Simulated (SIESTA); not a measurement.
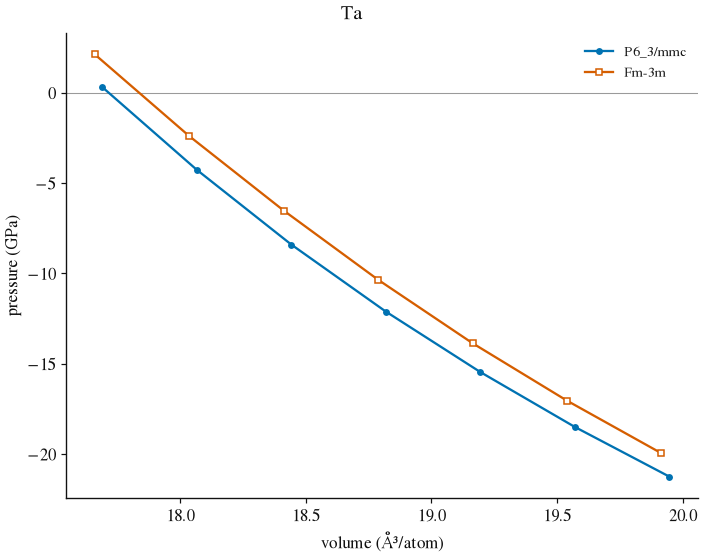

The figure shows the pressure against volume, with one curve for each structure, for Ta.

Computed with SIESTA 5.4.2: DFT in numerical atomic orbitals with pseudopotentials, no spin polarisation; energies at scaled volumes of the given cell, shape and fractions fixed, counted from the fit's minimum, third-order Birch-Murnaghan fit. Level: LDA.

- occupations: Fermi–Dirac
- smearing width: 0.05 eV
- potentials: PseudoDojo 0.4 standard, converted to PSML, two zetas on semicore shells

Settings that differ: P6_3/mmc: k mesh 11×11×5; Fm-3m: k mesh 11×11×11.

Order the curves by fitted equilibrium volume, smallest first.

P6_3/mmc 17.713, Fm-3m 17.832 Å³/atom.

Order the curves by fitted bulk modulus, smallest first.

Fm-3m 216.0, P6_3/mmc 225.2 GPa.

For P6_3/mmc: how does the pressure vary with volume?

It falls from 0.32 GPa at volume 17.69 Å³/atom to −21.25 GPa at 19.95 Å³/atom, and changes sign near 17.72 Å³/atom.

For Fm-3m: how does the pressure vary with volume?

It falls from 2.12 GPa at volume 17.66 Å³/atom to −19.95 GPa at 19.92 Å³/atom, and changes sign near 17.84 Å³/atom.

Keep in mind: the fit and the printed pressures don't fully agree, or the minimum lies near the end of the range (P6_3/mmc); mulliken charges of long orbitals; short basis over semicore shells; shape and atomic fractions are frozen while scaling, which makes layered, chain and framework solids too stiff.
